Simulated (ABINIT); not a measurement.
**WS2: G0W0 calculation (part 3 of 3)**

WS2 (6 atoms in the cell); Kohn-Sham DFT of a periodic cell, PBE, PseudoDojo NC SR PBE v0.4.1 standard, G0W0, no spin polarisation (ABINIT 10.8.3); cutoff 816.34 eV, 4×4×1 k-mesh, fixed occupations. The structure derives from an entry of the Crystallography Open Database.

Geometry of the input (Å; fractional positions):
```
3.1800  0.0000  0.0000
-1.5900  2.7540  0.0000
0.0000  0.0000  12.5000
W  0.6667  0.3333  0.7500
W  0.3333  0.6667  0.2500
S  0.6667  0.3333  0.3750
S  0.3333  0.6667  0.8750
S  0.6667  0.3333  0.1250
S  0.3333  0.6667  0.6250
```

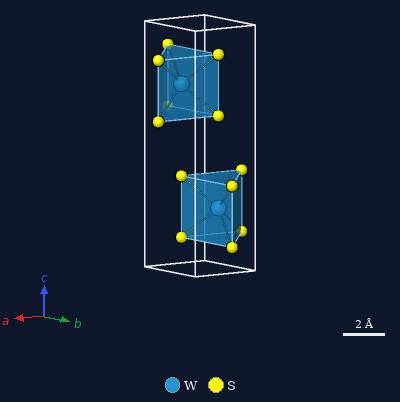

*The structure (polyhedral view of the cell of the calculation, seen at an oblique angle; polyhedra are completed across the faces of the cell). An atom can appear more than once, as a periodic image.*

**The program's output, continued**
```
 Mean square residual over all n,k,spin=   51.069E-14; max=  99.445E-14
 reduced coordinates (array xred) for    6 atoms
       0.666666666667      0.333333333333      0.750000000000
       0.333333333333      0.666666666667      0.250000000000
       0.666666666667      0.333333333333      0.375000000000
       0.333333333333      0.666666666667      0.875000000000
       0.666666666667      0.333333333333      0.125000000000
       0.333333333333      0.666666666667      0.625000000000

 cartesian coordinates (angstrom) at end:
    1      1.58999999891869     0.91798692740371     9.37499999363111
    2      0.00000000000000     1.83597385480741     3.12499999787704
    3      1.58999999891869     0.91798692740371     4.68749999681556
    4      0.00000000000000     1.83597385480741    10.93749999256963
    5      1.58999999891869     0.91798692740371     1.56249999893852
    6      0.00000000000000     1.83597385480741     7.81249999469259
 length scales=  6.009329076300  6.009329076300 23.621576557800 bohr
              =  3.179999997837  3.179999997837 12.499999991508 angstroms
 Eigenvalues (hartree) for nkpt=   4  k points:
 kpt#   1, nband=250, wtk=  0.06250, kpt=  0.0000  0.0000  0.0000 (reduced coord)
  -2.40975   -2.40975   -1.09549   -1.09549   -1.08996   -1.08996   -1.08995   -1.08995
  -0.23744   -0.23065   -0.17982   -0.16675    0.05863    0.09224    0.19888    0.20395
   0.20395    0.20437    0.20437    0.24893    0.24893    0.25050    0.25050    0.27549
   0.29375    0.33368    0.41616    0.41616    0.41644    0.41644    0.41954    0.41954
   0.42511    0.42511    0.50240    0.51126    0.61818    0.63419    0.63645    0.68527
   0.68684    0.68684    0.70055    0.70055    0.75289    0.76037    0.76037    0.79021
   0.79021    0.79350    0.85847    0.87762    0.88517    0.88517    0.88521    0.88521
   0.90296    0.91906    0.91906    0.93931    0.93931    0.98443    1.00220    1.03664
   1.05398    1.06860    1.10094    1.12279    1.12279    1.21644    1.21644    1.23225
   1.24936    1.24936    1.28068    1.28068    1.30580    1.30580    1.30639    1.31482
   1.34793    1.38125    1.38125    1.41622    1.42246    1.43744    1.43744    1.43913
   1.48249    1.48249    1.51837    1.51837    1.54904    1.60166    1.60619    1.60619
   1.61061    1.61844    1.61844    1.63201    1.63315    1.63315    1.64093    1.64093
   1.69416    1.69416    1.71751    1.71846    1.71879    1.74981    1.74981    1.79479
   1.84118    1.84118    1.86706    1.86706    1.88492    1.89408    1.92762    1.92762
   1.93263    1.96359    1.96359    1.97142    1.98403    1.98403    2.00522    2.00522
   2.01048    2.01048    2.02088    2.02898    2.04398    2.07983    2.07983    2.14072
   2.15249    2.15249    2.16233    2.18772    2.19939    2.19939    2.24482    2.24482
   2.28094    2.28094    2.30543    2.33499    2.35679    2.37072    2.37072    2.37087
   2.37087    2.37364    2.37364    2.37826    2.37833    2.39505    2.41280    2.41280
   2.41437    2.41437    2.44358    2.44369    2.46404    2.47150    2.47150    2.48474
   2.48474    2.52459    2.52459    2.52674    2.52779    2.54618    2.55235    2.57115
   2.57115    2.57145    2.58447    2.58447    2.59183    2.59183    2.62506    2.64249
   2.64249    2.64308    2.65836    2.66384    2.66384    2.66441    2.68940    2.68940
   2.69781    2.71644    2.72443    2.72443    2.76430    2.76629    2.76629    2.77381
   2.79393    2.79516    2.79516    2.82357    2.82357    2.82868    2.84230    2.84638
   2.84638    2.86928    2.87415    2.87415    2.88200    2.90710    2.90710    2.92387
   2.92387    2.93376    2.93376    2.95081    2.96026    2.97948    2.97948    2.98042
   2.98042    2.98077    2.99463    2.99463    3.05216    3.07821    3.08365    3.08365
   3.09306    3.09306    3.09458    3.11366    3.11366    3.13006    3.17576    3.18436
   3.19848    3.20534    3.20535    3.21363    3.21363    3.23186    3.23874    3.25262
   3.25632    3.25905
 prteigrs : prtvol=0 or 1, do not print more k-points.

================================================================================
== DATASET  3 ==================================================================

--- !DatasetInfo
iteration_state: {dtset: 3, }
dimensions: {natom: 6, nkpt: 4, mband: 228, nsppol: 1, nspinor: 1, nspden: 1, mpw: 2720, }
cutoff_energies: {ecut:  18.0, pawecutdg:  -1.0, }
electrons: {nelect:   5.20000000E+01, charge:   0.00000000E+00, occopt:   1.00000000E+00, tsmear:   1.00000000E-02, }
meta: {optdriver: 3, gwcalctyp: 1, }
...

 mkfilename : getwfk/=0, take file _WFK from output of DATASET   2.

 Exchange-correlation functional for the present dataset will be:
  GGA: Perdew-Burke-Ernzerhof functional - ixc=11
  J.P.Perdew, K.Burke, M.Ernzerhof, PRL 77, 3865 (1996)

 SCREENING: Calculation of the susceptibility and dielectric matrices

 Based on a program developped by R.W. Godby, V. Olevano, G. Onida, and L. Reining.
 Incorporated in ABINIT by V. Olevano, G.-M. Rignanese, and M. Torrent.

 Real(R)+Recip(G) space primitive vectors, cartesian coordinates (Bohr,Bohr^-1):
 R(1)=  6.0093291  0.0000000  0.0000000  G(1)=  0.1664079  0.0960757  0.0000000
 R(2)= -3.0046645  5.2042316  0.0000000  G(2)=  0.0000000  0.1921513  0.0000000
 R(3)=  0.0000000  0.0000000 23.6215766  G(3)=  0.0000000  0.0000000  0.0423342
 Unit cell volume ucvol=  7.3873978E+02 bohr^3
 Angles (23,13,12)=  9.00000000E+01  9.00000000E+01  1.20000000E+02 degrees

--- Pseudopotential description ------------------------------------------------
- pspini: atom type   1  psp file is ./W.upf
  74.00000  14.00000  171031                  znucl, zion, pspdat
12 -101130 3 -1 1396                          pspcod,pspxc,lmax,lloc,mmax
     nproj     2     2     2     2

- pspini: atom type   2  psp file is ./S.upf
  16.00000   6.00000  171031                  znucl, zion, pspdat
12 -101130 2 -1 1146                          pspcod,pspxc,lmax,lloc,mmax
     nproj     2     2     2     0

--------------------------------------------------------------------------------

 ==== K-mesh for the wavefunctions ====
 Number of points in the irreducible wedge :     4
 Reduced coordinates and weights :

     1)     0.00000000E+00  0.00000000E+00  0.00000000E+00       0.06250
     2)     2.50000000E-01  0.00000000E+00  0.00000000E+00       0.37500
     3)     5.00000000E-01  0.00000000E+00  0.00000000E+00       0.18750
     4)     2.50000000E-01  2.50000000E-01  0.00000000E+00       0.37500

 Together with 24 symmetry operations and time-reversal symmetry
 yields    16 points in the full Brillouin Zone.

 ==== Q-mesh for the screening function ====
 Number of points in the irreducible wedge :     4
 Reduced coordinates and weights :

     1)     0.00000000E+00  0.00000000E+00  0.00000000E+00       0.06250
     2)     2.50000000E-01  0.00000000E+00  0.00000000E+00       0.37500
     3)     5.00000000E-01  0.00000000E+00  0.00000000E+00       0.18750
     4)     2.50000000E-01  2.50000000E-01  0.00000000E+00       0.37500

 Together with 24 symmetry operations and time-reversal symmetry
 yields    16 points in the full Brillouin Zone.

 setmesh: FFT mesh size selected  =    15x   15x   72
          total number of points  =        16200

 vcoul_init : cutoff-mode = AUXILIARY_FUNCTION
 q-points for optical limit:   1
     1)      0.000010    0.000020    0.000030

 Number of electrons calculated from density =   51.9953; Expected =   52.0000
 average of density, n =  0.070384
 r_s =    1.5025
 omega_plasma =   25.5913 [eV]

 calculating chi0 at frequencies [eV] :
  1    0.000000E+00    0.000000E+00
  2    0.000000E+00    2.924234E+03
  3    0.000000E+00    5.403858E+02
  4    0.000000E+00    2.093093E+02
  5    0.000000E+00    1.046644E+02
  6    0.000000E+00    5.887764E+01
  7    0.000000E+00    3.500266E+01
  8    0.000000E+00    2.115438E+01
  9    0.000000E+00    1.257624E+01
 10    0.000000E+00    7.074607E+00
 11    0.000000E+00    3.537634E+00
 12    0.000000E+00    1.370242E+00
 13    0.000000E+00    2.532149E-01

--------------------------------------------------------------------------------
  q-point number  1        q = ( 0.000000, 0.000000, 0.000000) [r.l.u.]
--------------------------------------------------------------------------------
 For q-point:  0.000010 0.000020 0.000030
  dielectric constant =  10.7206
  dielectric constant without local fields =  12.0672

  Average fulfillment of the sum rule on Im[epsilon] for q-point    1 :     87.20  [%]
--------------------------------------------------------------------------------
  q-point number  2        q = ( 0.250000, 0.000000, 0.000000) [r.l.u.]
--------------------------------------------------------------------------------
  Average fulfillment of the sum rule on Im[epsilon] for q-point    2 :     86.51  [%]

--------------------------------------------------------------------------------
  q-point number  3        q = ( 0.500000, 0.000000, 0.000000) [r.l.u.]
--------------------------------------------------------------------------------
  Average fulfillment of the sum rule on Im[epsilon] for q-point    3 :     82.67  [%]

--------------------------------------------------------------------------------
  q-point number  4        q = ( 0.250000, 0.250000, 0.000000) [r.l.u.]
--------------------------------------------------------------------------------
  Average fulfillment of the sum rule on Im[epsilon] for q-point    4 :     82.82  [%]

================================================================================
== DATASET  4 ==================================================================

--- !DatasetInfo
iteration_state: {dtset: 4, }
dimensions: {natom: 6, nkpt: 4, mband: 228, nsppol: 1, nspinor: 1, nspden: 1, mpw: 5861, }
cutoff_energies: {ecut:  30.0, pawecutdg:  -1.0, }
electrons: {nelect:   5.20000000E+01, charge:   0.00000000E+00, occopt:   1.00000000E+00, tsmear:   1.00000000E-02, }
meta: {optdriver: 4, gwcalctyp: 1, }
...

 mkfilename : getwfk/=0, take file _WFK from output of DATASET   2.

 mkfilename : getscr/=0, take file _SCR from output of DATASET   3.

 Exchange-correlation functional for the present dataset will be:
  GGA: Perdew-Burke-Ernzerhof functional - ixc=11
  J.P.Perdew, K.Burke, M.Ernzerhof, PRL 77, 3865 (1996)

 SIGMA: Calculation of the GW corrections

 Based on a program developped by R.W. Godby, V. Olevano, G. Onida, and L. Reining.
 Incorporated in ABINIT by V. Olevano, G.-M. Rignanese, and M. Torrent.

 Real(R)+Recip(G) space primitive vectors, cartesian coordinates (Bohr,Bohr^-1):
 R(1)=  6.0093291  0.0000000  0.0000000  G(1)=  0.1664079  0.0960757  0.0000000
 R(2)= -3.0046645  5.2042316  0.0000000  G(2)=  0.0000000  0.1921513  0.0000000
 R(3)=  0.0000000  0.0000000 23.6215766  G(3)=  0.0000000  0.0000000  0.0423342
 Unit cell volume ucvol=  7.3873978E+02 bohr^3
 Angles (23,13,12)=  9.00000000E+01  9.00000000E+01  1.20000000E+02 degrees

--- Pseudopotential description ------------------------------------------------
- pspini: atom type   1  psp file is ./W.upf
  74.00000  14.00000  171031                  znucl, zion, pspdat
12 -101130 3 -1 1396                          pspcod,pspxc,lmax,lloc,mmax
     nproj     2     2     2     2

- pspini: atom type   2  psp file is ./S.upf
  16.00000   6.00000  171031                  znucl, zion, pspdat
12 -101130 2 -1 1146                          pspcod,pspxc,lmax,lloc,mmax
     nproj     2     2     2     0

--------------------------------------------------------------------------------

 ==== K-mesh for the wavefunctions ====
 Number of points in the irreducible wedge :     4
 Reduced coordinates and weights :

     1)     0.00000000E+00  0.00000000E+00  0.00000000E+00       0.06250
     2)     2.50000000E-01  0.00000000E+00  0.00000000E+00       0.37500
     3)     5.00000000E-01  0.00000000E+00  0.00000000E+00       0.18750
     4)     2.50000000E-01  2.50000000E-01  0.00000000E+00       0.37500

 Together with 24 symmetry operations and time-reversal symmetry
 yields    16 points in the full Brillouin Zone.

 ==== Q-mesh for screening function ====
 Number of points in the irreducible wedge :     4
 Reduced coordinates and weights :

     1)     0.00000000E+00  0.00000000E+00  0.00000000E+00       0.06250
     2)     2.50000000E-01  0.00000000E+00  0.00000000E+00       0.37500
     3)     5.00000000E-01  0.00000000E+00  0.00000000E+00       0.18750
     4)     2.50000000E-01  2.50000000E-01  0.00000000E+00       0.37500

 Together with 24 symmetry operations and time-reversal symmetry
 yields    16 points in the full Brillouin Zone.

 vcoul_init : cutoff-mode = AUXILIARY_FUNCTION
 q-points for optical limit:   1
     1)      0.000010    0.000020    0.000030
 setmesh: FFT mesh size selected  =    25x   25x  120
          total number of points  =        75000

 Parameters for the analytic continuation of Sigma_c(i omega):
  Mesh type:                      = linear
  Number of imaginary frequencies =  10
  Min frequency on imag axis (eV) =    0.000
  Max frequency on imag axis (eV) =   20.000

 setup_sigma: calculating Sigma(iw) at imaginary frequencies (eV) (Fermi Level set to 0)

     0.000       0.000
     0.000       2.222
     0.000       4.444
     0.000       6.667
     0.000       8.889
     0.000      11.111
     0.000      13.333
     0.000      15.556
     0.000      17.778
     0.000      20.000

 Number of electrons calculated from density =   52.0000; Expected =   52.0000
 average of density, n =  0.070390
 r_s =    1.5024
 omega_plasma =   25.5924 [eV]

 === KS Band Gaps ===
  >>>> For spin  1
   Minimum direct gap =   2.2445 [eV], located at k-point      :   0.0000  0.0000  0.0000
   Fundamental gap    =   1.3879 [eV], Top of valence bands at :   0.0000  0.0000  0.0000
                                       Bottom of conduction at :   0.2500  0.0000  0.0000
 SIGMA fundamental parameters:
 ANALYTIC CONTINUATION
 number of plane-waves for SigmaX                 5861
 number of plane-waves for SigmaC and W            523
 number of plane-waves for wavefunctions          5861
 number of bands                                   228
 number of independent spin polarizations            1
 number of spinorial components                      1
 number of k-points in IBZ                           4
 number of q-points in IBZ                           4
 number of symmetry operations                      24
 number of k-points in BZ                           16
 number of q-points in BZ                           16
 number of frequencies for dSigma/dE                 9
 frequency step for dSigma/dE [eV]                0.25
 number of omega for Sigma on real axis              0
 max omega for Sigma on real axis  [eV]           0.00
 zcut for avoiding poles [eV]                     0.10
 number of imaginary frequencies for Sigma          10
 max omega for Sigma on imag axis  [eV]          20.00

 EPSILON^-1 parameters (SCR file):
 dimension of the eps^-1 matrix on file            523
 dimension of the eps^-1 matrix used               523
 number of plane-waves for wavefunctions          2685
 number of bands                                   228
 number of q-points in IBZ                           4
 number of frequencies                              13
 number of real frequencies                          1
 number of imag frequencies                         12

 matrix elements of self-energy operator (all in [eV])

 Perturbative Calculation

--- !SelfEnergy_ee
iteration_state: {dtset: 4, }
kpoint     : [   0.000,    0.000,    0.000, ]
spin       : 1
KS_gap     :    2.245
QP_gap     :    2.917
Delta_QP_KS:    0.672
data: !SigmaeeData |
     Band     E0 <VxcDFT>   SigX SigC(E0)      Z dSigC/dE  Sig(E)    E-E0       E
       26  -0.694 -15.557 -16.214   0.634   0.816  -0.221 -15.572  -0.015  -0.709
       26   0.000   0.000   0.000   0.068  -0.051  -0.076   0.057   0.057   0.057
       27   1.551 -15.189 -10.429  -3.938   0.805  -0.240 -14.531   0.657   2.208
       27   0.000   0.000   0.000   0.023   0.031   0.048   0.051   0.051   0.051
       28   1.551 -15.189 -10.429  -3.938   0.805  -0.240 -14.531   0.657   2.208
       28   0.000   0.000   0.000   0.023   0.031   0.048   0.051   0.051   0.051
...

--- !SelfEnergy_ee
iteration_state: {dtset: 4, }
kpoint     : [   0.250,    0.000,    0.000, ]
spin       : 1
KS_gap     :    2.828
QP_gap     :    3.406
Delta_QP_KS:    0.578
data: !SigmaeeData |
     Band     E0 <VxcDFT>   SigX SigC(E0)      Z dSigC/dE  Sig(E)    E-E0       E
       26  -2.134 -14.881 -16.257   1.254   0.761  -0.296 -14.955  -0.073  -2.207
       26   0.000   0.000   0.000  -0.207   0.090   0.154  -0.167  -0.167  -0.167
       27   0.694 -14.400  -9.992  -3.773   0.807  -0.236 -13.895   0.505   1.199
       27   0.000   0.000   0.000  -0.056  -0.040  -0.061  -0.062  -0.062  -0.062
...

== END DATASET(S) ==============================================================
================================================================================

 -outvars: echo values of variables after computation  --------
            acell      6.0093290763E+00  6.0093290763E+00  2.3621576558E+01 Bohr
           etotal1    -1.9603453885E+02
           etotal3     0.0000000000E+00
           etotal4     0.0000000000E+00
            fcart1     2.9871834154E-28  1.3797209192E-28  3.6140072416E-20
                      -4.1820567816E-28 -2.7594418383E-28  3.6140072416E-20
                       2.9871834154E-29 -1.2072558043E-28  1.2200625996E-03
                       2.0910283908E-28  8.6232557448E-29  1.2200625996E-03
                      -2.3897467323E-28 -1.7246511490E-28 -1.2200625996E-03
                       1.1948733662E-28  3.4493022979E-28 -1.2200625996E-03
            fcart3     0.0000000000E+00  0.0000000000E+00  0.0000000000E+00
                       0.0000000000E+00  0.0000000000E+00  0.0000000000E+00
                       0.0000000000E+00  0.0000000000E+00  0.0000000000E+00
                       0.0000000000E+00  0.0000000000E+00  0.0000000000E+00
                       0.0000000000E+00  0.0000000000E+00  0.0000000000E+00
                       0.0000000000E+00  0.0000000000E+00  0.0000000000E+00
            fcart4     0.0000000000E+00  0.0000000000E+00  0.0000000000E+00
                       0.0000000000E+00  0.0000000000E+00  0.0000000000E+00
                       0.0000000000E+00  0.0000000000E+00  0.0000000000E+00
                       0.0000000000E+00  0.0000000000E+00  0.0000000000E+00
                       0.0000000000E+00  0.0000000000E+00  0.0000000000E+00
                       0.0000000000E+00  0.0000000000E+00  0.0000000000E+00
            rprim      1.0000000000E+00  0.0000000000E+00  0.0000000000E+00
                      -5.0000000000E-01  8.6602540380E-01  0.0000000000E+00
                       0.0000000000E+00  0.0000000000E+00  1.0000000000E+00
           strten1    -4.1052811377E-05 -4.1052811579E-05 -1.1373872454E-04
                       0.0000000000E+00  0.0000000000E+00  0.0000000000E+00
           strten3     0.0000000000E+00  0.0000000000E+00  0.0000000000E+00
                       0.0000000000E+00  0.0000000000E+00  0.0000000000E+00
           strten4     0.0000000000E+00  0.0000000000E+00  0.0000000000E+00
                       0.0000000000E+00  0.0000000000E+00  0.0000000000E+00
           xangst      1.5899999989E+00  9.1798692740E-01  9.3749999936E+00
                       2.7435156673E-16  1.8359738548E+00  3.1249999979E+00
                       1.5899999989E+00  9.1798692740E-01  4.6874999968E+00
                       2.7435156673E-16  1.8359738548E+00  1.0937499993E+01
                       1.5899999989E+00  9.1798692740E-01  1.5624999989E+00
                       2.7435156673E-16  1.8359738548E+00  7.8124999947E+00
             xred      6.6666666667E-01  3.3333333333E-01  7.5000000000E-01
                       3.3333333333E-01  6.6666666667E-01  2.5000000000E-01
                       6.6666666667E-01  3.3333333333E-01  3.7500000000E-01
                       3.3333333333E-01  6.6666666667E-01  8.7500000000E-01
                       6.6666666667E-01  3.3333333333E-01  1.2500000000E-01
                       3.3333333333E-01  6.6666666667E-01  6.2500000000E-01
 Calculation completed.
```
